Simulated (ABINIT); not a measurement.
## Hubbard response calculation, with input and output: CoO (part 2 of 2)

Continued. System: CoO (4 atoms in the cell). Method: Kohn-Sham DFT of a periodic cell, LDA, DFT+U, JTH PAW LDA v2.0, spin-polarised (ABINIT 10.8.3); cutoff 598.65 eV, 5×5×2 k-mesh, fermi-dirac of 0.05 eV, collinear spins. The structure derives from a Materials Project entry. The run did not end well.

Geometry of the input (Å; fractional positions):
```
3.1976  0.0000  0.0000
-1.5988  2.7692  0.0000
0.0000  0.0000  5.2287
Co 0.3333  0.6667  0.5034
Co 0.0000  0.0000  0.0035
O  0.3333  0.6667  0.8716
O  0.0000  0.0000  0.3716
```

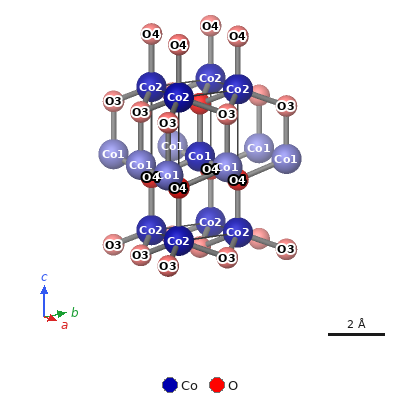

Figure 1. The structure (ball-and-stick view of the cell of the calculation, seen slightly off an axis; neighbours outside the cell are drawn fainter; atoms are numbered from 1 in the order of the input).

The program's output, continued
```
--- !ResultsGS
iteration_state: {dtset: 1, }
comment   : Summary of ground state results
lattice_vectors:
- [  6.0426747,   0.0000000,   0.0000000, ]
- [ -3.0213373,   5.2331098,   0.0000000, ]
- [  0.0000000,   0.0000000,   9.8808293, ]
lattice_lengths: [   6.04267,    6.04267,    9.88083, ]
lattice_angles: [ 90.000,  90.000, 120.000, ] # degrees, (23, 13, 12)
lattice_volume:   3.1245139E+02
convergence: {deltae: -2.464E-03, res2:  1.917E-01, residm:  6.018E-03, diffor: null, }
etotal    :  -3.25139904E+02
entropy   :   0.00000000E+00
fermie    :   2.78901779E-01
cartesian_stress_tensor: # hartree/bohr^3
- [  4.91627948E-04,   3.81812157E-05,  -8.10072785E-06, ]
- [  3.81812157E-05,   5.54196766E-04,  -1.57171892E-05, ]
- [ -8.10072785E-06,  -1.57171892E-05,   3.72190686E-04, ]
pressure_GPa:  -1.3906E+01
xred      :
- [  3.3333E-01,   6.6667E-01,   5.0336E-01, Co]
- [  0.0000E+00,   0.0000E+00,   3.4741E-03, Co]
- [  3.3333E-01,   6.6667E-01,   8.7156E-01,  O]
- [  0.0000E+00,   0.0000E+00,   3.7161E-01,  O]
cartesian_forces: # hartree/bohr
- [ -3.78932865E-03,   1.08750080E-03,   8.95959366E-05, ]
- [ -4.54495357E-03,  -4.10835067E-04,  -3.13661469E-04, ]
- [  5.74571643E-03,  -1.53765904E-04,   6.76845120E-03, ]
- [  2.58856579E-03,  -5.22899833E-04,  -6.54438567E-03, ]
force_length_stats: {min:   3.94331042E-03, max:   8.87968654E-03, mean:   6.11359443E-03, }
...

 Integrated electronic and magnetization densities in atomic spheres:
 ------------------------------------------------------------------------------------------------------------
 Radius=ratsph(iatom), smearing ratsm=  0.0000. Diff(up-dn)=approximate z local magnetic moment.
    Atom    Radius    up_density   dn_density  Total(up+dn)  Diff(up-dn)
    1 Co   2.10903     7.105443     8.297240     15.402683    -1.191797
    2 Co   2.10903     7.630056     7.827882     15.457938    -0.197826
    3  O   1.41465     2.233497     2.256120      4.489617    -0.022623
    4  O   1.41465     2.207457     2.283348      4.490805    -0.075891
 ------------------------------------------------------------------------------------------------------------
  Sum:                19.176453    20.664589     39.841043    -1.488136
 Total magnetization (from the atomic spheres):               -1.488136
 Total magnetization (exact up - dn):                         -1.556010

 ---------- DFT+U DATA ---------------------------------------------------

 ====== For Atom     1, occupations for correlated orbitals. lpawu =   2

 Atom   1. Occ. for lpawu and for spin  1 =   2.85283
 Atom   1. Occ. for lpawu and for spin  2 =   4.03284
 => On atom   1,  local Mag. for lpawu is        1.180003

 == Occupation matrix for correlated orbitals:

 Occupation matrix for spin  1
     0.49096    0.04920    0.12880    0.27398   -0.08097
     0.04920    0.68172    0.14032   -0.02626    0.25981
     0.12880    0.14032    0.55739   -0.14382   -0.14603
     0.27398   -0.02626   -0.14382    0.64714    0.04744
    -0.08097    0.25981   -0.14603    0.04744    0.47563

 Occupation matrix for spin  2
     0.86857   -0.04207   -0.11513    0.03890    0.04175
    -0.04207    0.85521   -0.11895    0.03243    0.04606
    -0.11513   -0.11895    0.58375    0.10235    0.12614
     0.03890    0.03243    0.10235    0.86842   -0.04078
     0.04175    0.04606    0.12614   -0.04078    0.85689

 ====== For Atom     2, occupations for correlated orbitals. lpawu =   2

 Atom   2. Occ. for lpawu and for spin  1 =   3.37662
 Atom   2. Occ. for lpawu and for spin  2 =   3.57121
 => On atom   2,  local Mag. for lpawu is        0.194590

 == Occupation matrix for correlated orbitals:

 Occupation matrix for spin  1
     0.58319   -0.00608    0.16363   -0.17622    0.01894
    -0.00608    0.76943   -0.12646   -0.00397   -0.16367
     0.16363   -0.12646    0.62229    0.10789   -0.18054
    -0.17622   -0.00397    0.10789    0.77476    0.00756
     0.01894   -0.16367   -0.18054    0.00756    0.62695

 Occupation matrix for spin  2
     0.77300    0.02087   -0.14345   -0.10914    0.01159
     0.02087    0.79004    0.15222    0.03600   -0.11452
    -0.14345    0.15222    0.49873   -0.14691    0.17293
    -0.10914    0.03600   -0.14691    0.77031    0.01847
     0.01159   -0.11452    0.17293    0.01847    0.73913

================================================================================

 ----iterations are completed or convergence reached----

 Mean square residual over all n,k,spin=   49.390E-05; max=  60.177E-04
 reduced coordinates (array xred) for    4 atoms
       0.333333333333      0.666666666667      0.503362410000
       0.000000000000      0.000000000000      0.003474140000
       0.333333333333      0.666666666667      0.871555600000
       0.000000000000      0.000000000000      0.371608850000
 rms dE/dt=  3.1970E-02; max dE/dt=  6.5177E-02; dE/dt below (all hartree)
    1       0.022509629717     -0.017576633995     -0.000372378895
    2       0.027075625261     -0.012018675636      0.003612138708
    3      -0.035107545997      0.017727638837     -0.066365007939
    4      -0.016029911669      0.010120540054      0.065176861182

 cartesian coordinates (angstrom) at end:
    1     -0.00000000001764     1.84616162959700     2.63193591903807
    2      0.00000000000000     0.00000000000000     0.01816526953963
    3     -0.00000000001764     1.84616162959700     4.55711122544645
    4      0.00000000000000     0.00000000000000     1.94303480100437

 cartesian forces (hartree/bohr) at end:
    1     -0.00378932865499     0.00108750080486     0.00008959593660
    2     -0.00454495356809    -0.00041083506744    -0.00031366146891
    3      0.00574571643452    -0.00015376590405     0.00676845120199
    4      0.00258856578856    -0.00052289983337    -0.00654438566967
 frms,max,avg= 3.7095079E-03 6.7684512E-03   6.422E-05  1.205E-04 -5.191E-05 h/b

 cartesian forces (eV/Angstrom) at end:
    1     -0.19485511391908     0.05592153980617     0.00460720830050
    2     -0.23371090921363    -0.02112598857410    -0.01612912123017
    3      0.29545661839628    -0.00790696069916     0.34804775465475
    4      0.13310940473643    -0.02688859053291    -0.33652584172508
 frms,max,avg= 1.9075056E-01 3.4804775E-01   3.302E-03  6.199E-03 -2.669E-03 e/A
 length scales=  6.042674698800  6.042674698900  9.880829337100 bohr
              =  3.197645741336  3.197645741389  5.228709706468 angstroms
 Fermi (or HOMO) energy (hartree) =   0.27890   Average Vxc (hartree)=  -0.41313
 Magnetization (Bohr magneton)=  1.55601291E+00
 Total spin up =  2.22219935E+01   Total spin down =  2.37780065E+01
 Eigenvalues (hartree) for nkpt=  26  k points, SPIN UP:
 kpt#   1, nband= 29, wtk=  0.02000, kpt=  0.0000  0.0000  0.0000 (reduced coord)
  -3.17018   -3.15296   -1.84646   -1.84135   -1.82949   -1.82348   -1.82299   -1.80913
  -0.44128   -0.41429    0.02658    0.06837    0.08152    0.08282    0.09781    0.10236
   0.21677    0.21688    0.23531    0.23921    0.24226    0.29236    0.29954    0.31340
   0.34433    0.35954    0.36724    0.48737    0.54891
      occupation numbers for kpt#   1
   1.00000    1.00000    1.00000    1.00000    1.00000    1.00000    1.00000    1.00000
   1.00000    1.00000    1.00000    1.00000    1.00000    1.00000    1.00000    1.00000
   1.00000    1.00000    1.00000    1.00000    1.00000    0.00066    0.00001    0.00000
   0.00000    0.00000    0.00000    0.00000    0.00000
 prteigrs : prtvol=0 or 1, do not print more k-points.

 Eigenvalues (hartree) for nkpt=  26  k points, SPIN DOWN:
 kpt#   1, nband= 29, wtk=  0.02000, kpt=  0.0000  0.0000  0.0000 (reduced coord)
  -3.19938   -3.17668   -1.87858   -1.86029   -1.85781   -1.85469   -1.84254   -1.83303
  -0.44368   -0.41797    0.02473    0.06305    0.06359    0.06788    0.07772    0.08454
   0.19726    0.19784    0.21772    0.22250    0.23042    0.26897    0.27100    0.28992
   0.31153    0.32108    0.33886    0.48432    0.54467
      occupation numbers for kpt#   1
   1.00000    1.00000    1.00000    1.00000    1.00000    1.00000    1.00000    1.00000
   1.00000    1.00000    1.00000    1.00000    1.00000    1.00000    1.00000    1.00000
   1.00000    1.00000    1.00000    1.00000    1.00000    0.99552    0.98661    0.00248
   0.00000    0.00000    0.00000    0.00000    0.00000
 prteigrs : prtvol=0 or 1, do not print more k-points.

--- !EnergyTerms
iteration_state     : {dtset: 1, }
comment             : Components of total free energy in Hartree
kinetic             :  3.84883905566259E+01
hartree             :  9.92152535097084E+01
xc                  : -1.18333545966308E+01
Ewald energy        : -1.93239578125515E+02
psp_core            :  5.63688082394761E+00
local_psp           : -3.16322902329045E+02
PAW spherical_terms :  5.29262403700739E+01
internal            : -3.25129069790835E+02
'-kT*entropy'       : -1.02143377986942E-03
total_energy        : -3.25130091224615E+02
total_energy_eV     : -8.84724049250404E+03
...

--- !EnergyTermsDC
iteration_state     : {dtset: 1, }
comment             : '"Double-counting" decomposition of free energy'
band_energy         : -3.24341983742900E+01
Ewald energy        : -1.93239578125515E+02
psp_core            :  5.63688082394761E+00
xc_dc               : -9.55554038330149E+01
PAW spherical_terms : -9.54658277297016E+00
internal            : -3.25138882281842E+02
'-kT*entropy'       : -1.02143377986942E-03
total_energy_dc     : -3.25139903715622E+02
total_energy_dc_eV  : -8.84750750398687E+03
...

--- !EnergyTermsWithPAWCore
iteration_state     : {dtset: 1, }
comment             : 'Components of total free energy, including PAW core contributions'
Total energy        : -2.93163556934456E+03
Total energy DC     : -2.93164538183557E+03
Total energy (eV)   : -7.97738678098913E+04
Total energy DC (eV): -7.97741348213741E+04
...

 Cartesian components of stress tensor (hartree/bohr^3)
  sigma(1 1)=  4.91627948E-04  sigma(3 2)= -1.57171892E-05
  sigma(2 2)=  5.54196766E-04  sigma(3 1)= -8.10072785E-06
  sigma(3 3)=  3.72190686E-04  sigma(2 1)=  3.81812157E-05

-Cartesian components of stress tensor (GPa)         [Pressure= -1.3906E+01 GPa]
- sigma(1 1)=  1.44641936E+01  sigma(3 2)= -4.62415672E-01
- sigma(2 2)=  1.63050318E+01  sigma(3 1)= -2.38331642E-01
- sigma(3 3)=  1.09502280E+01  sigma(2 1)=  1.12333015E+00

== END DATASET(S) ==============================================================
================================================================================

 -outvars: echo values of variables after computation  --------
            acell      6.0426746988E+00  6.0426746989E+00  9.8808293371E+00 Bohr
           etotal     -3.2513990372E+02
            fcart     -3.7893286550E-03  1.0875008049E-03  8.9595936598E-05
                      -4.5449535681E-03 -4.1083506744E-04 -3.1366146891E-04
                       5.7457164345E-03 -1.5376590405E-04  6.7684512020E-03
                       2.5885657886E-03 -5.2289983337E-04 -6.5443856697E-03
            rprim      1.0000000000E+00  0.0000000000E+00  0.0000000000E+00
                      -5.0000000000E-01  8.6602540380E-01  0.0000000000E+00
                       0.0000000000E+00  0.0000000000E+00  1.0000000000E+00
           strten      4.9162794788E-04  5.5419676604E-04  3.7219068593E-04
                      -1.5717189234E-05 -8.1007278456E-06  3.8181215683E-05
           xangst     -1.7639280142E-11  1.8461616296E+00  2.6319359190E+00
                       0.0000000000E+00  0.0000000000E+00  1.8165269540E-02
                      -1.7639280142E-11  1.8461616296E+00  4.5571112254E+00
                       0.0000000000E+00  0.0000000000E+00  1.9430348010E+00
             xred      3.3333333333E-01  6.6666666667E-01  5.0336241000E-01
                       0.0000000000E+00  0.0000000000E+00  3.4741400000E-03
                       3.3333333333E-01  6.6666666667E-01  8.7155560000E-01
                       0.0000000000E+00  0.0000000000E+00  3.7160885000E-01
 Calculation completed.
```

Outcome

- outcome: not converged
- space group (tolerance 0.01 Å): P6₃mc (186)
- electrons treated: 46
- free energy: −8847.5075 eV
- Fermi energy of the self-consistent step: 7.589 eV
- gap on the k-point mesh: none (metallic)
- net moment of the cell: −1.56 μB
- pressure: −13.91 GPa
- largest force (length of the vector): 0.457 eV/Å
- wall time: 11 min
- peak memory: 0.15 GiB

The run did not converge. Its last values are not results. Notes on the run: was not enough SCF cycles. Points of doubt noted for this run: cutoff too low for stress.
